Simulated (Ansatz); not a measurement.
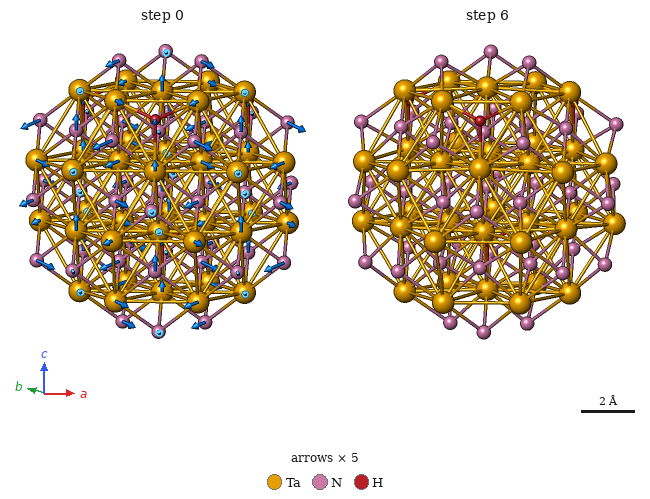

The structure of a defect cell of composition Ta8HN8 before (left) and after (right) a relaxation, at one scale. The blue arrows give the displacements, magnified 5 times.

A ball-and-stick model of the atoms within 5.8 Å of the atom that moves most (axes of the larger cell on standard axes (3 times the calculation's cell)), seen from a free direction.

Case: H interstitial, charge +0, atoms relaxed. The atoms of the start lie slightly off their symmetric places, so part of the fall in energy undoes that.

The calculation used Ansatz, DFT PBE, scalar-relativistic, plane waves, PAW. Set-up: plane-wave cutoff 420 eV; k-point mesh 5 × 5 × 5; occupations gaussian; smearing width 0.1 eV; no spin polarisation; atoms relaxed in a fixed cell; force threshold 0.02 eV/Å; at most 60 steps.

**What changed between the two?**

After 6 geometry steps the energy has fallen by 1.468 eV per cell of the calculation. The largest force component goes from 1.3 to 0.0086 eV/Å. The largest move is that of an N atom, 0.18 Å along +c. Largest moves by element: N 0.18 Å, Ta 0.13 Å, H 0.05 Å. The cell doesn't change. Some distances before and after: Ta–Ta 3.123 → 2.909 Å, Ta–Ta 3.123 → 3.337 Å, Ta–Ta 3.123 → 3.267 Å, Ta–Ta 3.123 → 2.980 Å. Bond angles that change, for instance: Ta–N–Ta 180.0° → 167.8°, Ta–N–Ta 180.0° → 169.9°, Ta–N–Ta 90.0° → 99.0°. Cost: 3.7 min on 4 threads of Arm Neoverse V1, on a shared host, peak memory 1.1 GiB.

Limits of the set-up: the cell has an odd number of electrons but was run without spin polarisation; the periodic images lie only 6.2 Å apart, so the values are limited by the cell's size.
